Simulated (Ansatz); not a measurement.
Structure (in its standard cell), coordinates from a relaxation with DFT, RPBE, plane waves (420 eV) with PAW, scalar-relativistic (Ansatz 0.2.0); the starting structure was generated, so it need not be a known form of this composition:

```cif
data_structure
_symmetry_space_group_name_H-M 'P6/mmm'
_symmetry_Int_Tables_number 191
_cell_length_a 7.7967
_cell_length_b 7.7967
_cell_length_c 4.6317
_cell_angle_alpha 90.000
_cell_angle_beta 90.000
_cell_angle_gamma 120.000
_cell_volume 243.84
loop_
_atom_site_label
_atom_site_type_symbol
_atom_site_symmetry_multiplicity
_atom_site_Wyckoff_symbol
_atom_site_fract_x
_atom_site_fract_y
_atom_site_fract_z
_atom_site_occupancy
K1 K 1 a 0.00000 0.00000 0.00000 1
K2 K 2 d 0.33333 0.66667 0.50000 1
```

**Predict the [001] zone-axis pattern (100 kV, kinematic, B = 0.5 Å²).**

The spots form a hexagonal net with both shortest vectors at d = 3.90 Å, 60.0° apart. They are 1 1 0 and -1 2 0. The pattern has symmetry 6mm. Reflections such as 0 1 0, 1 -1 0, 1 0 0 are allowed but too weak to see at this display level.

Strongest reflections with d > 1.20 Å, one of each family (|F|² from tabulated Gaussian fits of the electron scattering factors, times a small damping for the curvature of the Ewald sphere):

```csv
hkl,d (Å),I (strongest = 100)
2 -1 0,3.898,100
3 0 0,2.251,39
4 -2 0,1.949,29
5 -1 0,1.473,15
6 -3 0,1.299,10
```

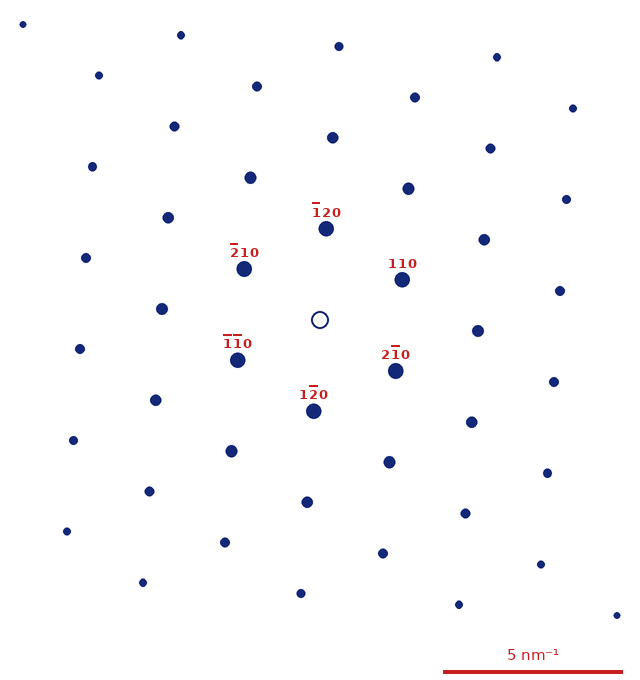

Calculated pattern, seen from the source side with [001] pointing towards the source.
